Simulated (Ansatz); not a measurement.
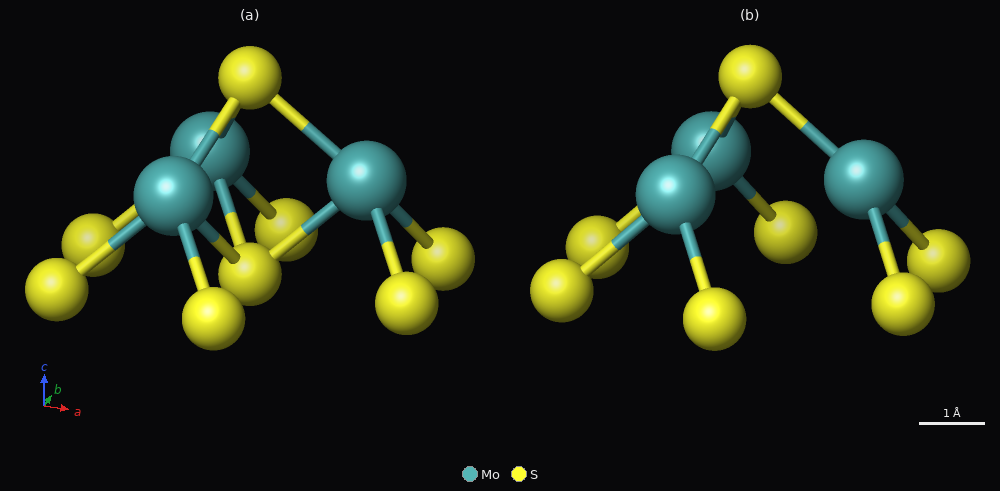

Left: perfect MoS2. Right: the same region with one point defect, after relaxing the atoms in a supercell of 72 sites. The picture is a ball-and-stick view of the atoms within 3.8 Å of one point, seen slightly off an axis.

Computed with DFT PBE, scalar-relativistic, plane waves, PAW in Ansatz 0.2.0. Set-up: plane-wave cutoff 420 eV; k-point mesh 2 × 2 × 2; occupations gaussian; smearing width 0.01 eV; no spin polarisation. The cell is small and the k-mesh coarse, so the numbers are rough. The axes drawn are those of the host's conventional cell.

### Which defect is it?

A sulfur atom is taken out (a vacancy).

The charge state of the cell is 0.

### What does the relaxation do around it?

Around the empty S site the host had 3 Mo at 2.41 Å; after relaxation the nearest atoms are 3 Mo at 2.38 to 2.39 Å. Of the host's atoms, a sulfur atom moves furthest from its site, by 0.09 Å.
